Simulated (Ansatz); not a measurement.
Zn₂O

```
Zn O
1.0
     3.02146    0.00000    0.00000
    -1.51073    2.61666    0.00000
     0.00000    0.00000    4.62653
Zn O
2 1
Direct
  0.66667 0.33333 0.71783
  0.33333 0.66667 0.28217
  0.00000 0.00000 0.00000
```

Space group P-3m1; a generated structure, not necessarily the stable one.

The calculation used Ansatz, DFT PBE, scalar-relativistic, plane waves, PAW.

Core electrons are frozen (PAW), and the valence fields are smoothed inside the atomic spheres.

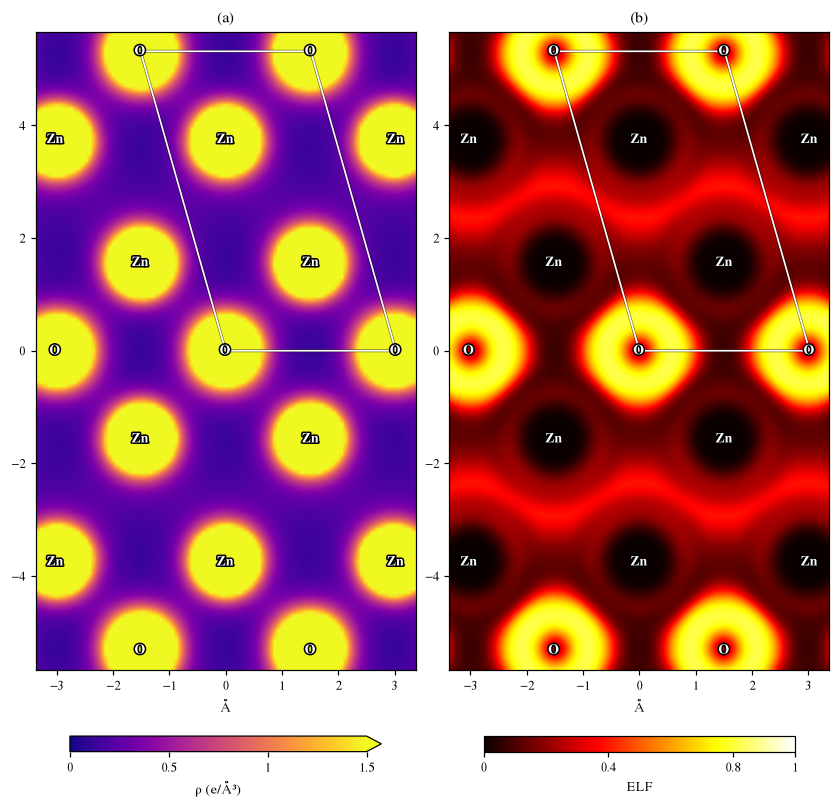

Figure 1. (a) valence pseudo-density; (b) ELF on the (101̄) plane of the conventional cell.

Q: Describe what can be read from this map.

A: Atoms in the plane: Zn and O.
Zn–O (2.18 Å): ρ is about 0.38 e/Å³ halfway; the ELF peaks at about 0.80 in the valence shell of O, 0.6 Å from its nucleus, and is about 0.15 at the midpoint; no shared electron pair shows on this line.
Between the atoms the lowest density in this plane is 0.12 e/Å³.

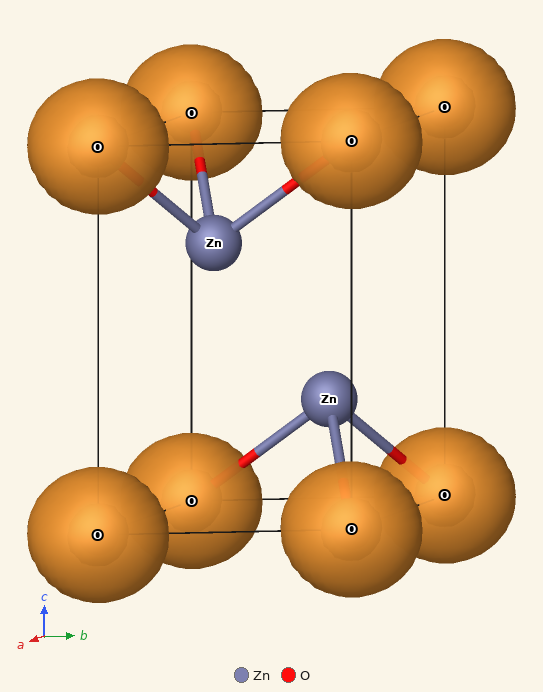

Figure 2. Isosurface of the electron localisation function at 0.7 (orange), seen slightly off an axis. Core shells and regions of very low density are left out. Sticks mark near contacts.

Q: Identify the bonds, lone pairs and shells in this picture.

A: The surface consists of one region wrapped around O (its valence shell), counted in one cell of 3 atoms. Any copies at cell faces, edges or corners count once.

Q: Does the calculation make it a metal, or give it a gap?

A: It is gapless in this calculation (a metal or semimetal).

Q: Which way does charge flow, and how much by Bader's partition?

A: Electrons move from Zn towards O. Bader charges: Zn +0.62 and O −1.25 e.
